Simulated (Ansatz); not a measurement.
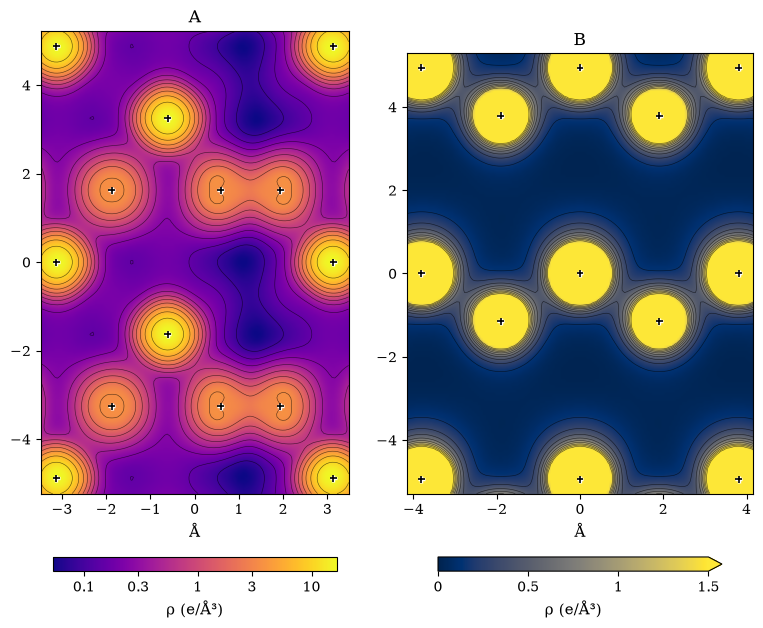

The valence pseudo-density of 2 systems, each on a plane through atoms (crosses mark nuclei in the plane).

These are results of DFT r2SCAN, scalar-relativistic, plane waves, PAW (Ansatz 0.2.0), not measurements.

System 1: V2N3, the (110) plane of the conventional cell. Space group P-3m1; a structure from a database of computed crystals, not necessarily the ambient phase; computed pressure about −5 GPa in this cell; spin-polarised.

```yaml
crystal:
  lattice:
    - [2.81802, 0.00000, 0.00000]
    - [-1.40901, 2.44048, 0.00000]
    - [0.00000, 0.00000, 6.25706]
  atoms:
    - { symbol: V, position: [0.66667, 0.33333, 0.29881] }
    - { symbol: V, position: [0.33333, 0.66667, 0.70119] }
    - { symbol: N, position: [0.00000, 0.00000, 0.50000] }
    - { symbol: N, position: [0.00000, 0.00000, 0.10758] }
    - { symbol: N, position: [0.00000, 0.00000, 0.89242] }
```

System 2: SnO, the (100) plane of the conventional cell. Space group P4/nmm; a structure from a database of computed crystals, not necessarily the ambient phase.

```cif
data_structure
_symmetry_space_group_name_H-M 'P 1'
_symmetry_Int_Tables_number 1
_cell_length_a 3.8078
_cell_length_b 3.8078
_cell_length_c 4.9361
_cell_angle_alpha 90.000
_cell_angle_beta 90.000
_cell_angle_gamma 90.000
_cell_volume 71.57
loop_
_atom_site_label
_atom_site_type_symbol
_atom_site_fract_x
_atom_site_fract_y
_atom_site_fract_z
_atom_site_occupancy
Sn1 Sn 0.00000 0.50000 0.23239 1
Sn2 Sn 0.50000 0.00000 0.76761 1
O1 O 0.50000 0.50000 0.00000 1
O2 O 0.00000 0.00000 0.00000 1
```

**Which map belongs to which system?**

Panel A is system 1, V2N3: the plane holds V and N. N–N (1.35 Å): the density is about 2.5 e/Å³ at the midpoint. Panel B is system 2, SnO: the plane holds Sn and O. Sn–O (2.22 Å): ρ is about 0.47 e/Å³ halfway.
